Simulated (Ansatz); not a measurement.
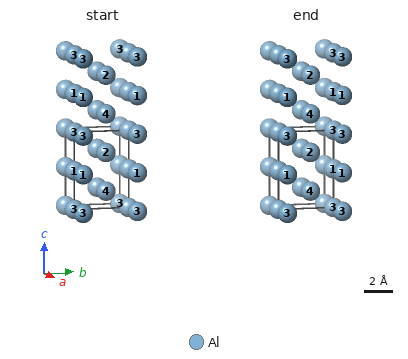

The structure of crystalline Al (set up in C2/m) before (left) and after (right) a relaxation, at one scale.

The picture is a spheres-only view of the reduced cell, repeated 2 × 1 × 2 with one cell outlined, seen slightly off an axis. Lengths and directions refer to the drawn axes.

Case: film's bulk on the substrate's plane, third vector and atoms relaxed.

Level of theory: Ansatz, DFT PBE, scalar-relativistic, plane waves, PAW.

Input
```yaml
crystal:
  lattice:
    - [5.2931304608, 0.0, 0.0]
    - [0.0, 5.6802178802, 0.0]
    - [-1.7643768203, 0.0, 2.2486162376]
  atoms:
    - { symbol: Al, position: [0.0, 0.5, 0.0] }
    - { symbol: Al, position: [0.5, 0.75, 0.0] }
    - { symbol: Al, position: [0.0, 0.0, 0.0] }
    - { symbol: Al, position: [0.5, 0.25, 0.0] }
basis:
  ecutwfc: 420
kpoints:
  mp_grid: { grid: [7, 6, 15] }
hamiltonian:
  xc: pbe
scf:
  occupations: { method: gaussian, width: 0.1 }
output:
  forces: true
  stress: true
  eigenvalues: true
relax:
  adjacent_minimum: "off"
  f_tol: 0.01
  max_steps: 50
  cell: { fix: [a, b, gamma], stress_tol: 0.1 }
```

Launched with:
```bash
ansatz run input.yaml --threads 4 --pin off --max-ram 10240MiB --backend cpu --events-out ev --progress --plain --runs-dir out
```

Q: Describe what moved and what it gained.

A: The energy falls by 8.2 meV per cell of the calculation in 1 accepted move (2 points after the start). All forces vanish by symmetry, so only the cell relaxes. The pressure goes from −1.06 to −1.52 GPa. At 1 point the geometry stayed and the basis and grid were re-selected for the new cell (energy shift of 0.2 meV per cell of the calculation at most each time). The atoms keep their places relative to the cell (all moves are under 0.005 Å). The drawn cell changes as follows: a 2.858 → 2.835 Å (−0.8 %), b 4.184 → 4.233 Å (+1.2 %), c unchanged at 5.680 Å, γ 95.6° → 94.9°; the volume changes by +0.5 %. Near-neighbour distances that change, for instance: Al1–Al2 2.802 → 2.827 Å, Al1–Al1 2.858 → 2.835 Å. The space group stays C2/m (No. 12). Cost: 7.6 s on 4 threads of Intel(R) Xeon(R) Platinum 8375C CPU @ 2.90GHz (Ice Lake), on a shared host, peak memory 0.59 GiB.
